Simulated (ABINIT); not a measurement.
**SrCl₂: Bethe–Salpeter calculation (part 2 of 2)**

The same run, continued: SrCl₂ (Fm-3m, 3 atoms in the cell); Kohn-Sham DFT of a periodic cell, PBE, SG15 NC PBE v1.2, BSE, no spin polarisation (ABINIT 10.8.3); cutoff 707.5 eV, 4×4×4 k-mesh, fixed occupations. The structure derives from an entry of the Crystallography Open Database.

Geometry of the input (Å; fractional positions):
```
0.0000  3.4884  3.4884
3.4884  0.0000  3.4884
3.4884  3.4884  0.0000
Sr 0.0000  0.0000  0.0000
Cl 0.7500  0.7500  0.7500
Cl 0.2500  0.2500  0.2500
```

The program's output, continued
```
 Mean square residual over all n,k,spin=   11.206E-19; max=  52.766E-19
 reduced coordinates (array xred) for    3 atoms
       0.000000000000      0.000000000000      0.000000000000
       0.750000000000      0.750000000000      0.750000000000
       0.250000000000      0.250000000000      0.250000000000
 rms dE/dt=  8.1077E-31; max dE/dt=  0.0000E+00; dE/dt below (all hartree)
    1       0.000000000000      0.000000000000      0.000000000000
    2       0.000000000000     -0.000000000000      0.000000000000
    3       0.000000000000      0.000000000000      0.000000000000

 cartesian coordinates (angstrom) at end:
    1      0.00000000000000     0.00000000000000     0.00000000000000
    2      5.23252500000000     5.23252500000000     5.23252500000000
    3      1.74417500000000     1.74417500000000     1.74417500000000

 cartesian forces (hartree/bohr) at end:
    1     -0.00000000000000     0.00000000000000    -0.00000000000000
    2      0.00000000000000    -0.00000000000000     0.00000000000000
    3     -0.00000000000000     0.00000000000000    -0.00000000000000
 frms,max,avg= 8.6969253E-32 1.2299310E-31   0.000E+00  0.000E+00  0.000E+00 h/b

 cartesian forces (eV/Angstrom) at end:
    1     -0.00000000000000     0.00000000000000    -0.00000000000000
    2      0.00000000000000    -0.00000000000000     0.00000000000000
    3     -0.00000000000000     0.00000000000000    -0.00000000000000
 frms,max,avg= 4.4721388E-30 6.3245593E-30   0.000E+00  0.000E+00  0.000E+00 e/A
 length scales=  1.889726125908  1.889726125908  1.889726125908 bohr
              =  1.000000000000  1.000000000000  1.000000000000 angstroms
 Fermi (or HOMO) energy (hartree) =   0.06048   Average Vxc (hartree)=  -0.30349
 Eigenvalues (hartree) for nkpt=   8  k points:
 kpt#   1, nband= 12, wtk=  0.01563, kpt=  0.0000  0.0000  0.0000 (reduced coord)
  -1.14689   -0.48460   -0.48460   -0.48460   -0.42716   -0.39591   -0.01728   -0.01728
  -0.01728    0.04817    0.04817    0.04817
 prteigrs : prtvol=0 or 1, do not print more k-points.

--- !EnergyTerms
iteration_state     : {dtset: 1, }
comment             : Components of total free energy in Hartree
kinetic             :  1.96680593176667E+01
hartree             :  1.22093755447953E+01
xc                  : -1.02556482482549E+01
Ewald energy        : -4.69938437862011E+01
psp_core            :  1.22241260519731E+00
local_psp           : -4.75011825346681E+01
non_local_psp       :  1.00507062826878E+01
total_energy        : -6.16001208187769E+01
total_energy_eV     : -1.67622468039883E+03
band_energy         : -6.68343527756870E+00
...

 Cartesian components of stress tensor (hartree/bohr^3)
  sigma(1 1)= -3.35081133E-05  sigma(3 2)=  0.00000000E+00
  sigma(2 2)= -3.35081133E-05  sigma(3 1)=  0.00000000E+00
  sigma(3 3)= -3.35081133E-05  sigma(2 1)=  0.00000000E+00

-Cartesian components of stress tensor (GPa)         [Pressure=  9.8584E-01 GPa]
- sigma(1 1)= -9.85842728E-01  sigma(3 2)=  0.00000000E+00
- sigma(2 2)= -9.85842728E-01  sigma(3 1)=  0.00000000E+00
- sigma(3 3)= -9.85842728E-01  sigma(2 1)=  0.00000000E+00

================================================================================
== DATASET  2 ==================================================================

--- !DatasetInfo
iteration_state: {dtset: 2, }
dimensions: {natom: 3, nkpt: 64, mband: 21, nsppol: 1, nspinor: 1, nspden: 1, mpw: 3654, }
cutoff_energies: {ecut:  26.0, pawecutdg:  -1.0, }
electrons: {nelect:   2.40000000E+01, charge:   0.00000000E+00, occopt:   1.00000000E+00, tsmear:   1.00000000E-02, }
meta: {optdriver: 0, ionmov: 0, optcell: 0, iscf: -2, paral_kgb: 0, }
...

 mkfilename : getden/=0, take file _DEN from output of DATASET   1.

 Exchange-correlation functional for the present dataset will be:
  GGA: Perdew-Burke-Ernzerhof functional - ixc=11
  J.P.Perdew, K.Burke, M.Ernzerhof, PRL 77, 3865 (1996)

 Real(R)+Recip(G) space primitive vectors, cartesian coordinates (Bohr,Bohr^-1):
 R(1)=  0.0000000  6.5920261  6.5920261  G(1)= -0.0758492  0.0758492  0.0758492
 R(2)=  6.5920261  0.0000000  6.5920261  G(2)=  0.0758492 -0.0758492  0.0758492
 R(3)=  6.5920261  6.5920261  0.0000000  G(3)=  0.0758492  0.0758492 -0.0758492
 Unit cell volume ucvol=  5.7291047E+02 bohr^3
 Angles (23,13,12)=  6.00000000E+01  6.00000000E+01  6.00000000E+01 degrees

 getcut: wavevector=  0.0000  0.0000  0.0000  ngfft=  45  45  45
         ecut(hartree)=     26.000   => boxcut(ratio)=   2.05621
--------------------------------------------------------------------------------

================================================================================
 Non-SCF case, kpt    1 (  0.02750  0.05250  0.07750), residuals and eigenvalues=
  5.94E-13  5.17E-13  2.12E-13  5.58E-13  4.17E-13  6.15E-13  2.88E-13  3.47E-13
  5.18E-13  3.70E-13  7.79E-13  2.34E-13  6.73E-13  1.92E-13  2.44E-13  2.12E-13
  8.46E-13  3.12E-13  9.25E-13  2.80E-13  2.89E-13
 -1.1469E+00 -4.8519E-01 -4.8464E-01 -4.8462E-01 -4.2614E-01 -3.9630E-01
 -1.7089E-02 -1.6751E-02 -1.5586E-02  4.4877E-02  4.7472E-02  4.8260E-02
  2.6084E-01  2.8809E-01  2.8838E-01  3.8372E-01  3.8593E-01  3.9538E-01
  4.0320E-01  4.1391E-01  4.1491E-01
 prteigrs : prtvol=0 or 1, do not print more k-points.

--- !ResultsGS
iteration_state: {dtset: 2, }
comment   : Summary of ground state results
lattice_vectors:
- [  0.0000000,   6.5920261,   6.5920261, ]
- [  6.5920261,   0.0000000,   6.5920261, ]
- [  6.5920261,   6.5920261,   0.0000000, ]
lattice_lengths: [   9.32253,    9.32253,    9.32253, ]
lattice_angles: [ 60.000,  60.000,  60.000, ] # degrees, (23, 13, 12)
lattice_volume:   5.7291047E+02
convergence: {deltae:  0.000E+00, res2:  0.000E+00, residm:  9.991E-13, diffor:  0.000E+00, }
etotal    :  -6.16001208E+01
entropy   :   0.00000000E+00
fermie    :   6.04823373E-02
cartesian_stress_tensor: null
pressure_GPa: null
xred      :
- [  0.0000E+00,   0.0000E+00,   0.0000E+00, Sr]
- [  7.5000E-01,   7.5000E-01,   7.5000E-01, Cl]
- [  2.5000E-01,   2.5000E-01,   2.5000E-01, Cl]
cartesian_forces: null
force_length_stats: {min: null, max: null, mean: null, }
...

 Integrated electronic density in atomic spheres:
 ------------------------------------------------
 Atom  Sphere_radius  Integrated_density
    1        2.00000          6.76026957
    2        2.00000          5.08298754
    3        2.00000          5.08298754
================================================================================

 ----iterations are completed or convergence reached----

 Mean square residual over all n,k,spin=   52.735E-14; max=  99.907E-14
 reduced coordinates (array xred) for    3 atoms
       0.000000000000      0.000000000000      0.000000000000
       0.750000000000      0.750000000000      0.750000000000
       0.250000000000      0.250000000000      0.250000000000

 cartesian coordinates (angstrom) at end:
    1      0.00000000000000     0.00000000000000     0.00000000000000
    2      5.23252500000000     5.23252500000000     5.23252500000000
    3      1.74417500000000     1.74417500000000     1.74417500000000
 length scales=  1.889726125908  1.889726125908  1.889726125908 bohr
              =  1.000000000000  1.000000000000  1.000000000000 angstroms
 Eigenvalues (hartree) for nkpt=  64  k points:
 kpt#   1, nband= 21, wtk=  0.01563, kpt=  0.0275  0.0525  0.0775 (reduced coord)
  -1.14688   -0.48519   -0.48464   -0.48462   -0.42614   -0.39630   -0.01709   -0.01675
  -0.01559    0.04488    0.04747    0.04826    0.26084    0.28809    0.28838    0.38372
   0.38593    0.39538    0.40320    0.41391    0.41491
 prteigrs : prtvol=0 or 1, do not print more k-points.

================================================================================
== DATASET  3 ==================================================================

--- !DatasetInfo
iteration_state: {dtset: 3, }
dimensions: {natom: 3, nkpt: 64, mband: 15, nsppol: 1, nspinor: 1, nspden: 1, mpw: 3446, }
cutoff_energies: {ecut:  25.0, pawecutdg:  -1.0, }
electrons: {nelect:   2.40000000E+01, charge:   0.00000000E+00, occopt:   1.00000000E+00, tsmear:   1.00000000E-02, }
meta: {optdriver: 99, bs_calctype: 1, bs_algorithm: 1, }
...

 mkfilename : getwfk/=0, take file _WFK from output of DATASET   2.

 mkfilename : getden/=0, take file _DEN from output of DATASET   1.

 Exchange-correlation functional for the present dataset will be:
  GGA: Perdew-Burke-Ernzerhof functional - ixc=11
  J.P.Perdew, K.Burke, M.Ernzerhof, PRL 77, 3865 (1996)

 Exciton: Calculation of dielectric properties by solving the Bethe-Salpeter equation
 in frequency domain and reciprocal space on a transitions basis set.
 Based on a program developed by L. Reining, V. Olevano, F. Sottile,
 S. Albrecht, and G. Onida. Incorporated in ABINIT by M. Giantomassi.

 Real(R)+Recip(G) space primitive vectors, cartesian coordinates (Bohr,Bohr^-1):
 R(1)=  0.0000000  6.5920261  6.5920261  G(1)= -0.0758492  0.0758492  0.0758492
 R(2)=  6.5920261  0.0000000  6.5920261  G(2)=  0.0758492 -0.0758492  0.0758492
 R(3)=  6.5920261  6.5920261  0.0000000  G(3)=  0.0758492  0.0758492 -0.0758492
 Unit cell volume ucvol=  5.7291047E+02 bohr^3
 Angles (23,13,12)=  6.00000000E+01  6.00000000E+01  6.00000000E+01 degrees

--- Pseudopotential description ------------------------------------------------
- pspini: atom type   1  psp file is ./Sr_ONCV_PBE-1.2.upf
  38.00000  10.00000  150105                  znucl, zion, pspdat
12 -101130 2 -1 602                           pspcod,pspxc,lmax,lloc,mmax
     nproj     2     2     2

- pspini: atom type   2  psp file is ./Cl_ONCV_PBE-1.2.upf
  17.00000   7.00000  150415                  znucl, zion, pspdat
12 -101130 1 -1 602                           pspcod,pspxc,lmax,lloc,mmax
     nproj     2     2     0

--------------------------------------------------------------------------------

 ==== K-mesh for the wavefunctions ====
 Number of points in the irreducible wedge :    64
 Reduced coordinates and weights :

     1)     2.75000000E-02  5.25000000E-02  7.75000000E-02       0.01563
     2)     2.77500000E-01  5.25000000E-02  7.75000000E-02       0.01563
     3)    -4.72500000E-01  5.25000000E-02  7.75000000E-02       0.01563
     4)    -2.22500000E-01  5.25000000E-02  7.75000000E-02       0.01563
   [... 60 further points ...]

 Together with 48 symmetry operations and time-reversal symmetry
 yields    64 points in the full Brillouin Zone.

 ==== Q-mesh for the screening function ====
 Number of points in the irreducible wedge :     8
 Reduced coordinates and weights :

     1)     0.00000000E+00  0.00000000E+00  0.00000000E+00       0.01563
     2)     2.50000000E-01  0.00000000E+00  0.00000000E+00       0.12500
     3)     5.00000000E-01  0.00000000E+00  0.00000000E+00       0.06250
     4)     2.50000000E-01  2.50000000E-01  0.00000000E+00       0.09375
     5)     5.00000000E-01  2.50000000E-01  0.00000000E+00       0.37500
     6)    -2.50000000E-01  2.50000000E-01  0.00000000E+00       0.18750
     7)     5.00000000E-01  5.00000000E-01  0.00000000E+00       0.04688
     8)    -2.50000000E-01  5.00000000E-01  2.50000000E-01       0.09375

 Together with 48 symmetry operations and time-reversal symmetry
 yields    64 points in the full Brillouin Zone.

 vcoul_init : cutoff-mode = AUXILIARY_FUNCTION
 q-points for optical limit:   1
     1)      0.000010    0.000020    0.000030
 setmesh: FFT mesh size selected  =    30x   30x   30
          total number of points  =        27000

 ==== Fundamental parameters for the solution of the Bethe-Salpeter equation: ====
 Algorithm: Direct diagonalization.
 Dimension of the v, W matrices,  npweps  = 229
 Cutoff for the wavefunctions,    npwwfn  = 3479
 Number of k-points in the IBZ,   nkibz   = 64
 Highest empty band included,     nband   = 15
 === Spin UP ===
 Number of resonant transitions          576
 Lowest occupied state                   10
 Highest occupied state                  12
 Lowest unoccupied state                 13
 Highest unoccupied state                15
 Minimum frequency [eV]           Emin    =   0.00
 Maximum frequency [eV]           Emax    =  18.00
 Frequency step [eV]              dE      =   0.05
 Lorentzian broadening [eV]       eta     =   0.30
 RPA L0 with KS energies and KS wavefunctions
 Scissors operator energy [eV] =          3.10
 Local fields effects (v term) included
 Excitonic effects (W term) included
 Full W_GG' included
 W is approximated with the model dielectric function
 Resonant-only calculation (Hermitian case)

 Calculating epsilon_Macro(q-->0,w), along the following directions:
 q = (  1.211458  0.000000  0.000000) [r.l.u.]
 q = (  0.000000  1.211458  0.000000) [r.l.u.]
 q = (  0.000000  0.000000  1.211458) [r.l.u.]
 q = (  0.000000  1.049154  1.049154) [r.l.u.]
 q = (  1.049154  0.000000  1.049154) [r.l.u.]
 q = (  1.049154  1.049154  0.000000) [r.l.u.]
 Number of electrons calculated from density =   24.0000; Expected =   24.0000
 average of density, n =  0.041891
 r_s =    1.7862
 omega_plasma =   19.7432 [eV]

 Direct diagonalization of the resonant excitonic Hamiltonian, Matrix size= 576
 Excitonic eigenvalues in eV up to n=   32
   7.84530   7.86479   7.92326   8.03850   8.05753   8.12066   8.14913   8.15175
   8.15235   8.21613   8.22820   8.22976   8.35955   8.36668   8.46632   8.50099
   8.50195   8.51025   8.53515   8.54702   8.57392   8.57585   8.58111   8.58853
   8.60950   8.61284   8.61946   8.62925   8.63248   8.65958   8.67045   8.67696

 First excitonic eigenvalue=    7.85 [eV]
 Last  excitonic eigenvalue=   11.02 [eV]

 GW  direct gap       8.73  0.00 [eV]
 EXC direct gap       7.85  0.00 [eV]
 EXC binding energy   0.88  0.00 [eV]

 Excitonic eigenvalues up to the GW energy gap [eV]
  1 (  7.85  0.00)
  2 (  7.86  0.00)
  3 (  7.92  0.00)
  4 (  8.04  0.00)
  5 (  8.06  0.00)
  6 (  8.12  0.00)
  7 (  8.15  0.00)
  8 (  8.15  0.00)
  9 (  8.15  0.00)
 10 (  8.22  0.00)
 11 (  8.23  0.00)
 12 (  8.23  0.00)
 13 (  8.36  0.00)
 14 (  8.37  0.00)
 15 (  8.47  0.00)
 16 (  8.50  0.00)
 17 (  8.50  0.00)
 18 (  8.51  0.00)
 19 (  8.54  0.00)
 20 (  8.55  0.00)
 21 (  8.57  0.00)
 22 (  8.58  0.00)
 23 (  8.58  0.00)
 24 (  8.59  0.00)
 25 (  8.61  0.00)
 26 (  8.61  0.00)
 27 (  8.62  0.00)
 28 (  8.63  0.00)
 29 (  8.63  0.00)
 30 (  8.66  0.00)
 31 (  8.67  0.00)
 32 (  8.68  0.00)
 33 (  8.68  0.00)
 34 (  8.70  0.00)
 35 (  8.70  0.00)
 36 (  8.71  0.00)
 37 (  8.72  0.00)
 38 (  8.72  0.00)

 Macroscopic dielectric function:
 omega [eV] <KS_RPA_nlf>  <GW_RPA_nlf>  <BSE>
   0.0000   1.6145   0.0000   1.4322   0.0000   1.4987   0.0000
   0.0500   1.6146   0.0003   1.4322   0.0001   1.4988   0.0002
   0.1000   1.6147   0.0007   1.4323   0.0002   1.4988   0.0004
   0.1500   1.6148   0.0010   1.4323   0.0004   1.4989   0.0006
   0.2000   1.6150   0.0014   1.4324   0.0005   1.4990   0.0007
   0.2500   1.6153   0.0017   1.4325   0.0006   1.4991   0.0009
   0.3000   1.6156   0.0021   1.4326   0.0007   1.4993   0.0011
   0.3500   1.6159   0.0024   1.4327   0.0008   1.4995   0.0013
   0.4000   1.6164   0.0028   1.4329   0.0010   1.4997   0.0015
   0.4500   1.6169   0.0031   1.4330   0.0011   1.5000   0.0017

 Writing KS-RPA macroscopic dielectric function without local fields to file: runo_DS3_RPA_NLF_MDF
 Writing GW-RPA macroscopic dielectric function without local fields to file: runo_DS3_GW_NLF_MDF
 Writing EXC Macroscopic dielectric function to file: runo_DS3_EXC_MDF

== END DATASET(S) ==============================================================
================================================================================

 -outvars: echo values of variables after computation  --------
            acell      1.8897261259E+00  1.8897261259E+00  1.8897261259E+00 Bohr
           etotal1    -6.1600120819E+01
           etotal3     0.0000000000E+00
            fcart1    -6.1496548405E-32  6.1496548405E-32 -6.1496548405E-32
                       1.2299309681E-31 -1.2299309681E-31  1.2299309681E-31
                      -6.1496548405E-32  6.1496548405E-32 -6.1496548405E-32
            fcart3     0.0000000000E+00  0.0000000000E+00  0.0000000000E+00
                       0.0000000000E+00  0.0000000000E+00  0.0000000000E+00
                       0.0000000000E+00  0.0000000000E+00  0.0000000000E+00
            rprim      0.0000000000E+00  3.4883500000E+00  3.4883500000E+00
                       3.4883500000E+00  0.0000000000E+00  3.4883500000E+00
                       3.4883500000E+00  3.4883500000E+00  0.0000000000E+00
           strten1    -3.3508113259E-05 -3.3508113259E-05 -3.3508113259E-05
                       0.0000000000E+00  0.0000000000E+00  0.0000000000E+00
           strten3     0.0000000000E+00  0.0000000000E+00  0.0000000000E+00
                       0.0000000000E+00  0.0000000000E+00  0.0000000000E+00
           xangst      0.0000000000E+00  0.0000000000E+00  0.0000000000E+00
                       5.2325250000E+00  5.2325250000E+00  5.2325250000E+00
                       1.7441750000E+00  1.7441750000E+00  1.7441750000E+00
             xred      0.0000000000E+00  0.0000000000E+00  0.0000000000E+00
                       7.5000000000E-01  7.5000000000E-01  7.5000000000E-01
                       2.5000000000E-01  2.5000000000E-01  2.5000000000E-01
 Calculation completed.
```

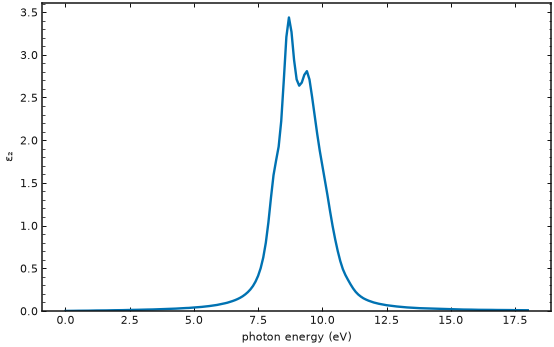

Figure 1. Imaginary part of the dielectric function (first component that the program prints). The highest peak, 3.4, lies at 8.70 eV.

Results in brief

| quantity | value |
| --- | --- |
| outcome | converged |
| space group (tolerance 0.01 Å) | Fm-3m (225) |
| electrons treated | 24 |
| free energy | −1676.2247 eV |
| Fermi energy | 1.646 eV |
| pressure | 0.99 GPa |
| largest force (length of the vector) | under 0.001 eV/Å |
| wall time | 3.1 min |
| peak memory | 1.2 GiB |

Remarks

Further notes kept with the run: Wrong value for nkref: nkref= 64 nkbz= 3072 nkbzmx =6144; Hacking the rottb tables!. Points of doubt noted for this run: k mesh coarse for spectra.
